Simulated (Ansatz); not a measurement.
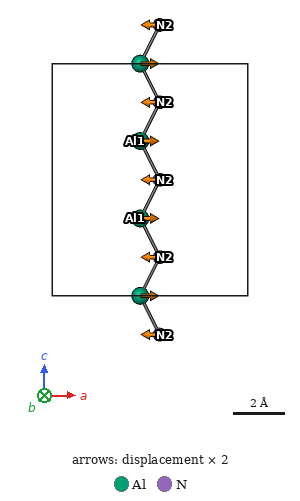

This is a relaxation of a wire of composition AlN. The starting structure is drawn; orange arrows show the displacements (the part carried along by the change of the cell is left out), magnified 2 times.

Style: ball-and-stick. Shown: the 3 repeat of the cell, with the vacuum cut short, along the b axis.

Case: zigzag chain of atoms.

Computed with DFT PBEsol, scalar-relativistic, plane waves, PAW in Ansatz 0.2.0.

The input:
```yaml
crystal:
  lattice:
    - [9.8, 0.0, 0.0]
    - [0.0, 9.3, 0.0]
    - [0.0, 0.0, 3.0706345416]
  atoms:
    - { symbol: Al, position: [0.4608337431, 0.5, 0.0], spin: 0.5 }
    - { symbol: "N", position: [0.5391662569, 0.5, 0.5], spin: 0.5 }
basis:
  ecutwfc: 420
kpoints:
  mp_grid: { grid: [1, 1, 21] }
hamiltonian:
  xc: pbesol
scf:
  occupations: { method: gaussian, width: 0.05 }
output:
  forces: true
  stress: true
  eigenvalues: true
  populations: true
  write_density: true
  write_potential: true
  elf: true
  volumetric_format: npy
magnetization:
  spin_polarized: true
relax:
  adjacent_minimum: "off"
  f_tol: 0.01
  max_steps: 45
  cell: { fix: [a, b, alpha, beta, gamma], stress_tol: 0.03 }
```

Run as
```bash
ansatz run input.yaml --threads 2 --pin off --max-ram 5120MiB --backend cpu --events-out ev --progress --plain --runs-dir out
```

**Describe the change and its energy.**

The largest moves relative to the layer's centre, 0.38 Å, are those of Al1 and N2. By element the largest moves are Al 0.38 Å, N 0.38 Å. Along the periodic axis the drawn cell goes c 9.212 → 10.102 Å (+9.7 %). Some distances before and after: Al1–N2 1.717 → 1.684 Å. Among the angles between lasting bonds that change: Al1–N2–Al1 126.9° → 180.0°, N2–Al1–N2 126.9° → 180.0°. After 6 accepted moves (9 points after the start) the energy has fallen by 0.518 eV per cell of the calculation. The largest force component goes from 1.1 to 0.0003 eV/Å. The line search rejected the trial step at point 4 of the run. At 2 points the geometry stayed and the basis and grid were re-selected for the new cell (energy shift of 10.9 meV per cell of the calculation at most each time). The program noted that the starting moments weren't kept. Cost: 5 min on 2 threads of Intel(R) Xeon(R) Processor @ 2.50GHz (Skylake/Cascade Lake) (shared host), peak memory 0.51 GiB.
